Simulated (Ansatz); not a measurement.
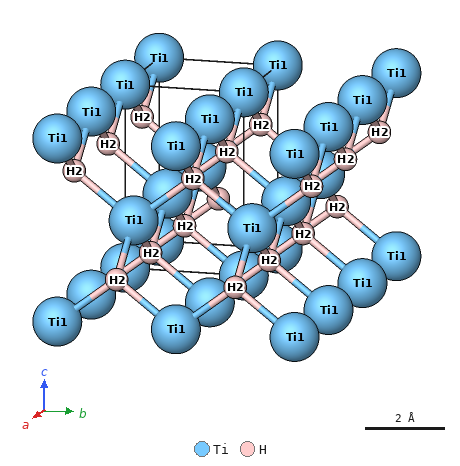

The starting point is a symmetric starting cell of TiH (made from another compound by putting Ti in place of Zr). The picture is a ball-and-stick view of the conventional cell (2 times the calculation's cell), repeated 3 × 2 × 1 with one cell outlined, seen slightly off an axis. Lengths and directions refer to the drawn axes.

Method: Ansatz 0.2.0, DFT PBEsol, scalar-relativistic, plane waves, PAW. Settings: plane-wave cutoff 420 eV; k-point mesh 18 × 18 × 18; occupations gaussian; smearing width 0.1 eV; no spin polarisation.

Now this is done to it. All lengths are scaled by +4.7 % (volume +14.6 %), the atoms keeping their fractional coordinates. No relaxation follows. The starting cell wasn't computed here and needn't be at equilibrium, so pressure and forces aren't due to the change alone.

Question: What does the calculation give for the changed structure?

Answer: The pressure is −22.9 GPa (not all of it need come from the change, since the unchanged cell can be under pressure at this level too). The principal stresses (compression positive) are −24.6 GPa along c and −22.1 GPa across it. All forces vanish by symmetry. Near-neighbour distances before and after: H–Ti 1.976 → 2.068 Å. The space group stays I-4m2 (No. 119).

Drawn alike, the variant:

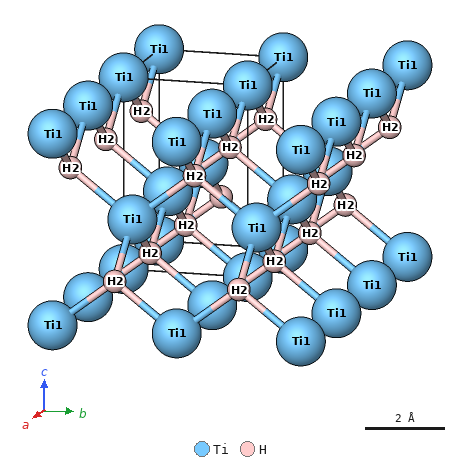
